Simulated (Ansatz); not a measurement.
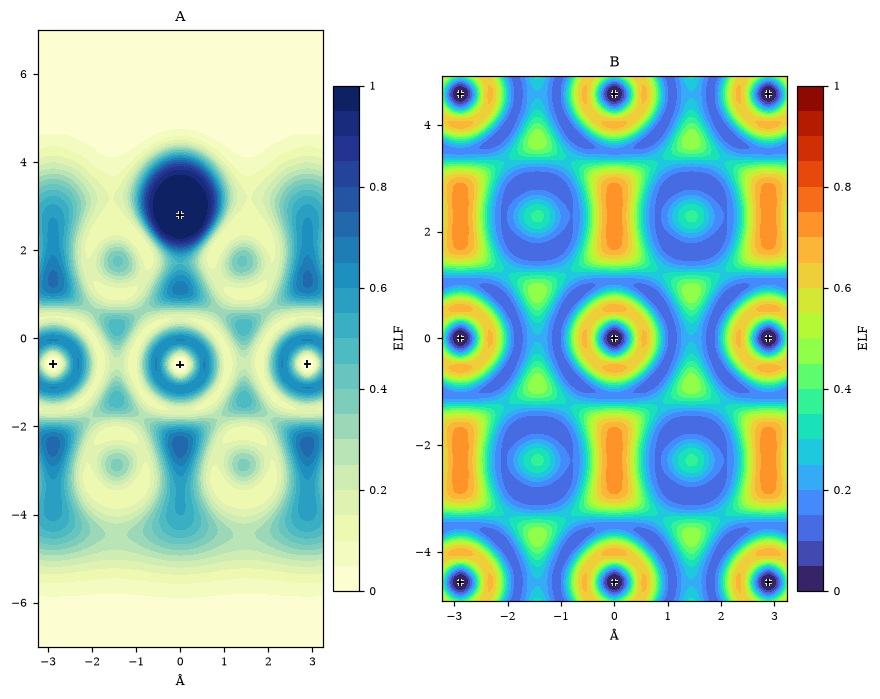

The electron localisation function of 2 systems, each on a plane through atoms (crosses mark nuclei in the plane).

Method: DFT PBE+D3(BJ), scalar-relativistic, plane waves, PAW in Ansatz 0.2.0.

System 1: Ti₁₂H (slab), the (010) plane of the calculation cell, a cut from vacuum to vacuum. Computed without spin polarisation.

```
Ti H
1.0
     5.77299    0.00000    0.00000
    -2.88649    4.99955    0.00000
     0.00000    0.00000   23.57403
Ti H
12 1
Direct
  0.16667 0.33333 0.36057
  0.16667 0.83333 0.36057
  0.66667 0.33333 0.36057
  0.66667 0.83333 0.36057
  0.33078 0.16539 0.45468
  0.33333 0.66667 0.45391
  0.83461 0.16539 0.45468
  0.83461 0.66922 0.45468
  0.17112 0.34224 0.55071
  0.17112 0.82888 0.55071
  0.66667 0.33333 0.54851
  0.65776 0.82888 0.55071
  0.33333 0.66667 0.59777
```

System 2: Ti, the (100) plane of the conventional cell. Space group P6₃/mmc; computed without spin polarisation.

Question: Match each panel to its system.

Answer: Panel A is system 1, Ti₁₂H: the plane holds Ti and H. Panel B is system 2, Ti: the plane holds Ti. Ti–Ti (2.89 Å): the ELF is about 0.25 at the midpoint (no localised pair shows between them).
